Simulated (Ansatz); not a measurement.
**Geometry relaxation, with input and output: Fe3Pt2 (part 2 of 2)**

The same run, continued: Fe3Pt2 (5 atoms in the cell); DFT PBE, scalar-relativistic, plane waves, PAW, spin-polarised (Ansatz 0.2.0); cutoff 420 eV, 6×6×6 k-mesh, Gaussian smearing of 0.1 eV, collinear spins. The structure was made by a generator, so it may or may not be a known phase.

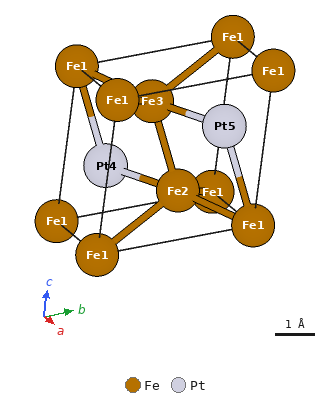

*The geometry at step 3 of the log (ball-and-stick view of the reduced cell, seen slightly off an axis; atoms are numbered from 1 in the order of the input).*

Log, continued
```
SCF iter   1: F=—  HF=-38488.009051 eV  |F-HF|=—  |Δ(HF+E_count)|=         —  Δρ=6.59e-4 (↑6.59e-4 ↓3.77e-4)  dr2=1.65e-5  dr2_m=1.75e-5  M=9.495 μB ∫|m|=9.944 μB  β_m=0.30  ethr=5.09e-8  ⟨swp⟩=3.0  Hψ=22744  notcnv=0
preconditioner: auto → Kerker (q_TF=auto, 2.819 Å⁻¹)  [metal: Δε(μ)=0.040 eV  Ē_g=9.310 eV  σ=0.100 eV  W_gap=0.22  n_scr=20 (ndim 8)  ℏωp=29.6 eV  f_vac=0.000  D(μ)=1.73/eV (n_scr^D=14)]
spin=Collinear: Kerker preconditioning applied to the charge; magnetization (m = ρ↑ − ρ↓) channel mixes plain (no charge-response kernel on spin).
SCF iter   2: F=—  HF=-38488.010174 eV  |F-HF|=—  |Δ(HF+E_count)|=   1.12e-3  Δρ=4.64e-4 (↑4.64e-4 ↓2.66e-4)  dr2=8.20e-6  dr2_m=8.53e-6  M=9.496 μB ∫|m|=9.944 μB  β_m=0.63  ethr=1.97e-8  ⟨swp⟩=1.0  Hψ=3712  notcnv=0
SCF iter   3: F=—  HF=-38488.011272 eV  |F-HF|=—  |Δ(HF+E_count)|=   1.10e-3  Δρ=2.69e-4 (↑9.72e-5 ↓2.69e-4)  dr2=8.80e-5  dr2_m=5.75e-6  M=9.495 μB ∫|m|=9.944 μB  β_m=0.40  ethr=9.77e-9  ⟨swp⟩=2.0  Hψ=5502  notcnv=0  recentre
SCF iter   4: F=—  HF=-38488.011272 eV  |F-HF|=—  |Δ(HF+E_count)|=   4.20e-7  Δρ=6.90e-6 (↑4.76e-6 ↓6.90e-6)  dr2=3.56e-8  dr2_m=3.01e-9  M=9.496 μB ∫|m|=9.944 μB  β_m=0.40  ethr=9.77e-9  ⟨swp⟩=2.0  Hψ=4509  notcnv=0
SCF iter   5: F=—  HF=-38488.011270 eV  |F-HF|=—  |Δ(HF+E_count)|=   2.17e-6  Δρ=3.56e-6 (↑2.11e-6 ↓3.56e-6)  dr2=4.96e-9  dr2_m=1.42e-9  M=9.496 μB ∫|m|=9.944 μB  β_m=0.67  ethr=4.24e-11  ⟨swp⟩=2.1  Hψ=5006  notcnv=0
SCF iter   6: F=—  HF=-38488.011270 eV  |F-HF|=—  |Δ(HF+E_count)|=   3.01e-8  Δρ=1.78e-6 (↑1.78e-6 ↓1.56e-6)  dr2=4.30e-9  dr2_m=4.04e-10  M=9.496 μB ∫|m|=9.944 μB  β_m=0.59  ethr=3.81e-12  ⟨swp⟩=4.4  Hψ=10755  notcnv=0
SCF iter   7: F=-38488.011270 eV  HF=-38488.011270 eV  |F-HF|=4.73e-10  |Δ(HF+E_count)|=  2.84e-10  Δρ=9.54e-7 (↑3.44e-7 ↓9.54e-7)  dr2=8.26e-10  dr2_m=1.63e-10  M=9.496 μB ∫|m|=9.944 μB  ethr=3.81e-12  ⟨swp⟩=2.2  Hψ=10640  notcnv=0
SCF 5 converged in 7 iterations: F = -38488.011270 eV  dr2 = 8.26e-10
relax step   5: F+E_penalty+E_count = -38488.01127008 eV  Δ(F+E_penalty+E_count) = -1.523e-3 eV  max|allowed force component| = 3.725e-2 eV/Å  Δτ_max = 0.0000 Å  P = +0.231 GPa  Ω = 69.074 Å³  stress off target by 3.03e-1 GPa  SCF on the basis re-selected at this cell (its energy is not comparable with the rows above)  (7 SCF iters)
```

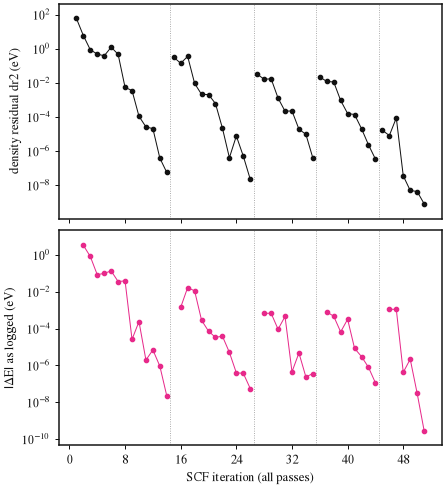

*Convergence of the self-consistent field: density residual dr2 and size of the energy change against the SCF iteration. The dotted lines part the SCF passes of the relaxation: geometry steps, rejected trials and re-solves on a re-selected basis.*

The 5 passes take 7 to 14 iterations each, 51 in all.

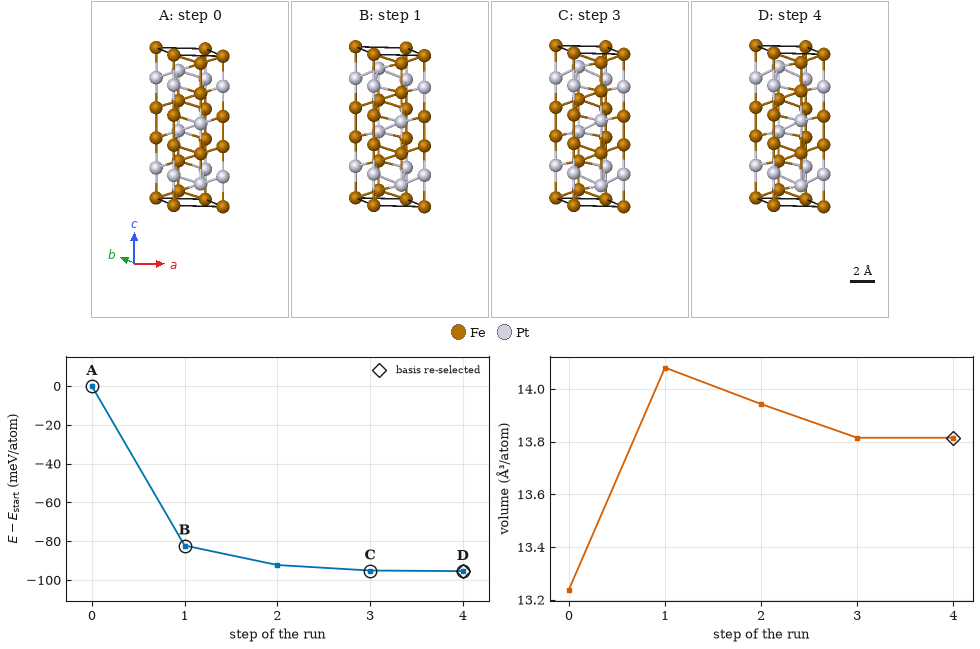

*Frames of the relaxation (ball-and-stick view of the cell 3 times as large as that of the calculation, set on its symmetry axes, seen slightly off an axis) above the curves, on which the letters mark them (the first geometry is step 0 here and step 1 in the log).*

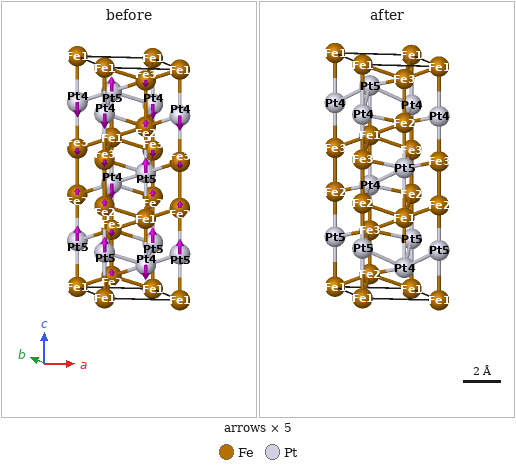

*Before (left) and after (right) the relaxation, at one scale (ball-and-stick view of the cell 3 times as large as that of the calculation, set on its symmetry axes, seen slightly off an axis). The pink arrows give the displacements (without the part carried along by the change of the cell), magnified 5 times.*

Over 3 geometry steps the energy falls by 95.1 meV per atom. Largest force component: 1.8 eV/Å at the start, 0.037 eV/Å at the end. The pressure goes from 10.80 to 0.23 GPa. The largest moves relative to the cell, 0.17 Å, are those of Pt4 and Pt5. By element the largest moves are Pt 0.17 Å, Fe 0.08 Å. The drawn cell changes as follows: a = b 4.215 → 4.278 Å (+1.5 %), c 12.906 → 13.077 Å (+1.3 %); the volume changes by +4.4 %. Among the contacts that change: Fe1–Pt4 2.581 → 2.788 Å, Pt4–Pt5 2.581 → 2.754 Å, Fe2–Fe3 2.581 → 2.453 Å, Fe1–Fe2 2.581 → 2.647 Å. The space group stays R-3m (No. 166). A last SCF at the same geometry on a re-selected plane-wave basis shifts the energy by −0.3 meV per atom. (Atoms are counted from 1 in the order of the input.)

```
basis re-selected at this cell: Δ(F+E_penalty+E_count) = -1.523e-3 eV, ΔP = +0.001 GPa vs the last step (what re-selecting the basis moved, of the pressure what is left beyond the Pulay correction that the steps carried, after the strain that the cell walked since its last selection, with what the two solves' SCF thresholds leave and, on support functions, any second-order correction that the steps lacked; it is no measure of the basis error at this ecutwfc). This SCF's stress stands 3.03e-1 GPa from its target on what of the cell is left free (relax.cell.stress_tol is 4.00e-1 GPa) and its largest allowed force component is 3.73e-2 eV/Å (relax.f_tol is 4.00e-2 eV/Å): within both
SCF converged after 7 iterations
Magnetization: 9.4956 μB (46.7478 up, 37.2522 down)
Absolute magnetization: 9.9460 μB (∫|ρ↑−ρ↓|, with the PAW one-centre terms)
Spin contamination: 0.2329 ħ² per cell (⟨S²⟩ above its minimum at these occupations)
Per-site moments (μB) at R_I (Å): [(2.8797319970141193, 1.091977481776405), (2.910643668765434, 1.0117301746789962), (2.9106436687654327, 1.0117301746789962), (0.43804426502640176, 1.0410464170160816), (0.43804426502640204, 1.0410464170160836)]
Free energy (F): -38488.011270 eV
Harris-Foulkes:  -38488.011270 eV  (|F-HF|=4.73e-10)
Internal energy: -38488.002631 eV  (E = F + TS)
E sigma→0 (E₀):  -38488.006951 eV
Entropy (-TS):   -0.008639 eV (-1.728 meV/atom)
Fermi energy:    19.458398 eV
--- Per-component energies (eV) ---
  E_band       = -1011.573017
  E_kinetic    = 2314.652591
  E_local      = -9634.979696  (includes V_loc(G=0)·N_el)
  E_nonlocal   = 1066.547405
  E_hartree    = 3890.928692
  E_xc         = -874.092693
  E_vxc        = -1056.789691  (∫ρ·V_xc dr)
  E_paw        = -23012.910020  (= ΣΔE_a)
  E_vpaw       = -1482.862761  (= ΣTr[D̂ρ^β])
  E_aug_tail   = 0.002920  (compensation charges beyond the density's cutoff)
  E_ewald      = -12238.151829
  E_smearing   = -0.008639  (= −TS)
  E_closure    = 0.000000  (closes the sum)
  Σ components = -38488.011270   (vs F -38488.011270, Δ=0.00e0)
--- Forces (eV/Å), atoms counted from 1 ---
  atom   1  Fe    -0.00000000     0.00000000    -0.00000000
  atom   2  Fe    -0.00000000     0.00000000    -0.03725344
  atom   3  Fe     0.00000000    -0.00000000     0.03725344
  atom   4  Pt     0.00000000    -0.00000000     0.00706151
  atom   5  Pt    -0.00000000     0.00000000    -0.00706151
  max |Σ_I F_I| component: 6.94e-18 eV/Å
--- Stress (GPa, compression-positive) ---
        0.303243       0.000000      -0.000000
        0.000000       0.303243       0.000000
       -0.000000       0.000000       0.087005
  P = ⅓ Tr σ = 0.2312 GPa (2.312 kbar)
--- Band table (eV; the first three rows and the last of 64) ---
  k-point 0 ↑: bands = ["-79.2189", "-79.2005", "-69.4541", "-69.4347", "-69.0823", "-35.5446", "-35.5102", "-35.5102", "-35.4988", "-35.4988", "-35.3945", "-35.3127", "-35.0348", "-35.0348", "-33.5159", "-33.5159", "-33.4905", "-33.4405", "-33.3784", "-33.3784", "10.1361", "14.1182", "14.1182", "14.2860", "14.2860", "14.6013", "15.2034", "15.2034", "15.3185", "15.4686", "15.4686", "16.2256", "16.2414", "16.4127", "16.4127", "16.6452", "17.3930", "17.3930", "17.4618", "17.4618", "17.9342", "17.9342", "18.4540", "18.4540", "18.5361", "18.5361", "22.5165", "23.0734", "25.5271", "25.5271", "26.1783", "26.8539", "26.8539", "27.0108", "28.0295", "28.6127", "28.6854", "28.6854"]
  k-point 1 ↑: bands = ["-79.2178", "-79.2015", "-69.4538", "-69.4349", "-69.0824", "-35.5447", "-35.5115", "-35.5105", "-35.5000", "-35.4966", "-35.3953", "-35.3111", "-35.0352", "-35.0342", "-33.5200", "-33.5186", "-33.4939", "-33.4331", "-33.3803", "-33.3748", "10.5309", "13.9476", "14.0314", "14.2610", "14.4052", "14.6934", "14.8211", "15.1348", "15.2635", "15.6355", "15.8131", "16.2746", "16.3813", "16.4871", "16.5437", "16.8808", "17.1868", "17.2823", "17.4185", "17.5071", "17.7482", "17.7549", "18.2060", "18.2872", "18.5012", "18.8771", "21.7927", "22.7441", "23.9532", "24.3533", "25.9107", "26.4156", "26.9208", "27.2988", "28.2971", "28.6961", "30.2079", "31.3877"]
  k-point 2 ↑: bands = ["-79.2150", "-79.2043", "-69.4533", "-69.4352", "-69.0827", "-35.5453", "-35.5108", "-35.5102", "-35.5034", "-35.4949", "-35.3971", "-35.3078", "-35.0363", "-35.0329", "-33.5249", "-33.5236", "-33.5027", "-33.4213", "-33.3821", "-33.3680", "11.6290", "13.5576", "13.9560", "14.3127", "14.5073", "14.5292", "14.7730", "15.1158", "15.3926", "15.8223", "15.8815", "16.1462", "16.2123", "16.3256", "16.8481", "16.9667", "17.1497", "17.3954", "17.5350", "17.5742", "17.5955", "17.8346", "18.1254", "18.1939", "18.2495", "18.9053", "19.7139", "20.9679", "23.6877", "25.0083", "25.5483", "25.6683", "26.2352", "26.3289", "30.1029", "31.3162", "31.5277", "33.5836"]
  k-point 31 ↓: bands = ["-78.9435", "-78.9252", "-66.0552", "-66.0393", "-65.7794", "-33.1998", "-33.1998", "-33.1544", "-33.1111", "-33.0729", "-33.0729", "-32.2383", "-32.1580", "-32.1580", "-32.1573", "-32.1573", "-32.0890", "-31.9510", "-31.8644", "-31.8644", "11.9796", "13.0759", "14.4056", "14.4056", "14.7904", "15.0602", "15.0602", "16.0994", "16.0994", "16.1090", "17.1473", "17.1473", "18.4801", "18.4801", "18.7796", "18.7796", "19.1033", "20.2898", "20.4676", "20.4676", "20.6497", "20.6497", "20.8319", "20.8319", "21.0627", "21.0627", "21.1717", "26.5048", "26.7293", "26.7293", "26.9584", "26.9584", "27.1699", "27.6367", "27.9407", "27.9407", "31.2855", "34.6474"]
--- Relaxed structure (4 steps of the walk, 4 accepted, 1 SCFs on fresh bases) ---
  F+E_penalty+E_count = -38488.01127008 eV   max|allowed force component| = 3.725e-2 eV/Å   (the final SCF, on the basis selected at the relaxed cell)
  cell:  # Å, volume = 69.0744 Å³
    - [2.138784087909463, 1.2348275672042455, 4.359055217394311]
    - [-2.138784087909463, 1.2348275672042455, 4.359055217394311]
    - [3.289815120326119e-32, -2.469655139474805, 4.359055215959132]
  atoms:
    - { symbol: Fe, position: [4.838839601179303e-19, 4.838839601179297e-19, 4.838839593892971e-19] }
    - { symbol: Fe, position: [0.4062228285223727, 0.4062228285223727, 0.40622282852237257] }
    - { symbol: Fe, position: [0.5937771714776274, 0.5937771714776274, 0.5937771714776273] }
    - { symbol: Pt, position: [0.7867661537340117, 0.7867661537340117, 0.7867661537340116] }
    - { symbol: Pt, position: [0.21323384626598815, 0.21323384626598815, 0.21323384626598813] }
--- Löwdin populations: 5 sites ---
  site symbol       q [e]    m [muB]
     0     Fe     15.6405     2.9166
     1     Fe     15.6065     2.9547
     2     Fe     15.6065     2.9547
     3     Pt     18.0589     0.4670
     4     Pt     18.0589     0.4670
  spilling = 0.012245 (of n_electrons = 84.000000)
```

File populations.tsv
```
# site	symbol	l	j	q_up	q_dn
# orbitals = lowdin
# n_electrons = 84.000000
# spilling = 0.012245
0	Fe	0_3S	-	0.995627	0.995912
0	Fe	0_4S	-	0.439387	0.435247
0	Fe	1_3P	-	2.999235	2.998775
0	Fe	2_3D	-	4.844265	1.932016
1	Fe	0_3S	-	0.994228	0.994698
1	Fe	0_4S	-	0.447517	0.453112
1	Fe	1_3P	-	2.998996	2.998660
1	Fe	2_3D	-	4.839899	1.879428
2	Fe	0_3S	-	0.994228	0.994698
2	Fe	0_4S	-	0.447517	0.453112
2	Fe	1_3P	-	2.998996	2.998660
2	Fe	2_3D	-	4.839899	1.879428
3	Pt	0_5S	-	0.991507	0.991322
3	Pt	0_6S	-	0.528333	0.567499
3	Pt	1_5P	-	2.998096	2.997563
3	Pt	2_5D	-	4.745050	4.239578
4	Pt	0_5S	-	0.991507	0.991322
4	Pt	0_6S	-	0.528333	0.567499
4	Pt	1_5P	-	2.998096	2.997563
4	Pt	2_5D	-	4.745050	4.239578
```

Trajectory as extended XYZ (Å, eV, eV/Å), 5 frames, from step=1 to step=5
```
5
Lattice="2.1075 1.2168 4.3020 -2.1075 1.2168 4.3020 0.0000 -2.4336 4.3020" Properties=species:S:1:pos:R:3:forces:R:3 step=1 energy=-38487.53440 pressure_GPa=10.80
Fe    0.0000    0.0000    0.0000    0.0000   0.0000   0.0000
Fe    0.0000    0.0000    5.1624    0.0000   0.0000   0.4894
Fe    0.0000    0.0000    7.7436    0.0000   0.0000  -0.4894
Pt    0.0000    0.0000   10.3248    0.0000   0.0000  -1.8500
Pt    0.0000    0.0000    2.5812    0.0000   0.0000   1.8500
5
Lattice="2.1693 1.2524 4.3191 -2.1693 1.2524 4.3191 0.0000 -2.5049 4.3191" Properties=species:S:1:pos:R:3:forces:R:3 step=2 energy=-38487.94528 pressure_GPa=-3.47
Fe    0.0000    0.0000    0.0000    0.0000   0.0000   0.0000
Fe    0.0000    0.0000    5.2234    0.0000   0.0000   0.4546
Fe    0.0000    0.0000    7.7338    0.0000   0.0000  -0.4546
Pt    0.0000    0.0000   10.2466    0.0000   0.0000  -0.3677
Pt    0.0000    0.0000    2.7106    0.0000   0.0000   0.3677
5
Lattice="2.1556 1.2445 4.3312 -2.1556 1.2445 4.3312 0.0000 -2.4890 4.3312" Properties=species:S:1:pos:R:3:forces:R:3 step=3 energy=-38487.99555 pressure_GPa=-1.67
Fe    0.0000    0.0000    0.0000    0.0000   0.0000   0.0000
Fe    0.0000    0.0000    5.2594    0.0000   0.0000   0.2335
Fe    0.0000    0.0000    7.7342    0.0000   0.0000  -0.2335
Pt    0.0000    0.0000   10.2428    0.0000   0.0000  -0.0842
Pt    0.0000    0.0000    2.7508    0.0000   0.0000   0.0842
5
Lattice="2.1388 1.2348 4.3591 -2.1388 1.2348 4.3591 0.0000 -2.4697 4.3591" Properties=species:S:1:pos:R:3:forces:R:3 step=4 energy=-38488.00975 pressure_GPa=0.23
Fe    0.0000    0.0000    0.0000    0.0000   0.0000   0.0000
Fe    0.0000    0.0000    5.3122    0.0000   0.0000  -0.0374
Fe    0.0000    0.0000    7.7649    0.0000   0.0000   0.0374
Pt    0.0000    0.0000   10.2887    0.0000   0.0000   0.0073
Pt    0.0000    0.0000    2.7885    0.0000   0.0000  -0.0073
5
Lattice="2.1388 1.2348 4.3591 -2.1388 1.2348 4.3591 0.0000 -2.4697 4.3591" Properties=species:S:1:pos:R:3:forces:R:3 step=5 energy=-38488.01127 pressure_GPa=0.23
Fe    0.0000    0.0000    0.0000    0.0000   0.0000   0.0000
Fe    0.0000    0.0000    5.3122    0.0000   0.0000  -0.0373
Fe    0.0000    0.0000    7.7649    0.0000   0.0000   0.0373
Pt    0.0000    0.0000   10.2887    0.0000   0.0000   0.0071
Pt    0.0000    0.0000    2.7885    0.0000   0.0000  -0.0071
```

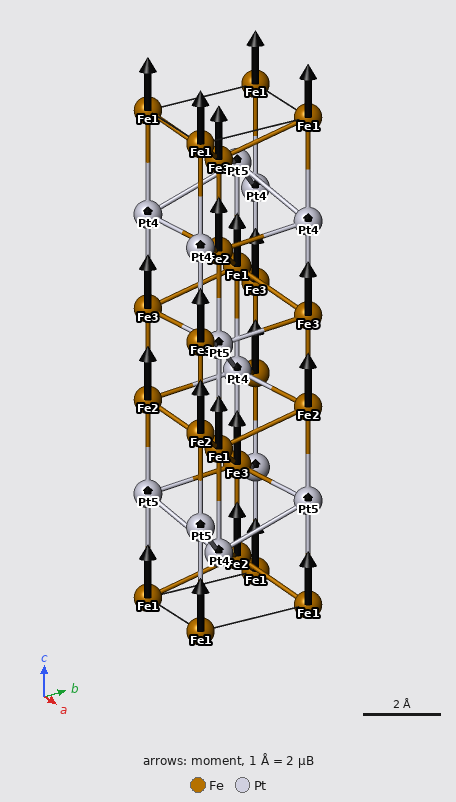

*Magnetic moments of the sites as black arrows (ball-and-stick view of the cell 3 times as large as that of the calculation, set on its symmetry axes, seen slightly off an axis; atoms are numbered from 1 in the order of the input); small moments hardly show. The run is collinear, so the axis drawn is arbitrary.*

Site moments: Fe2, Fe3 (2.91 μB); Fe1 (2.88 μB); Pt4, Pt5 (0.44 μB). They are counted near the atoms and needn't add up to the moment of the cell.

The run was set up as follows.

Input file
```yaml
crystal:
  lattice:
    - [2.10754034, 1.21678898, 4.30199871]
    - [-2.10754034, 1.21678898, 4.30199871]
    - [0.0, -2.43357797, 4.30199871]
  atoms:
    - { symbol: Fe, position: [0.0, 0.0, 0.0], spin: 4.0 }
    - { symbol: Fe, position: [0.4, 0.4, 0.4], spin: 4.0 }
    - { symbol: Fe, position: [0.6, 0.6, 0.6], spin: 4.0 }
    - { symbol: Pt, position: [0.8, 0.8, 0.8] }
    - { symbol: Pt, position: [0.2, 0.2, 0.2] }
basis:
  ecutwfc: 420
kpoints:
  mp_grid: { grid: [6, 6, 6] }
hamiltonian:
  xc: pbe
scf:
  occupations: { method: gaussian, width: 0.1 }
  lower_state_search: "off"
output:
  forces: true
  stress: true
  eigenvalues: true
  populations: true
magnetization:
  spin_polarized: true
relax:
  adjacent_minimum: "off"
  f_tol: 0.04
  max_steps: 70
  cell: { stress_tol: 0.4 }
```

Command:
```bash
ansatz run input.yaml --threads 4 --pin off --max-ram 8192MiB --backend cpu --events-out ev --progress --plain --runs-dir out
```

Summary

- outcome: converged
- space group (tolerance 0.01 Å): R-3m (166)
- electrons treated: 84
- free energy: −38488.0113 eV
- Fermi energy: 19.458 eV
- gap on the k-point mesh: none (metallic)
- net moment of the cell: 9.50 μB
- integrated absolute moment: 9.95 μB
- pressure: 0.23 GPa
- final volume: 69.07 Å³
- largest force (length of the vector) at the end: 0.037 eV/Å
- final cell: a = 5.010 Å, b = 5.010 Å, c = 5.010 Å, α = 50.54°, β = 50.54°, γ = 50.54°
- hardware: 4 threads of AMD EPYC (Zen 5), 32 GiB of memory available, shared host
- wall time: 7.2 s (CPU time 26 s)
- peak memory: 0.62 GiB

Notes

Spin–orbit coupling is left out, which matters for Pt.
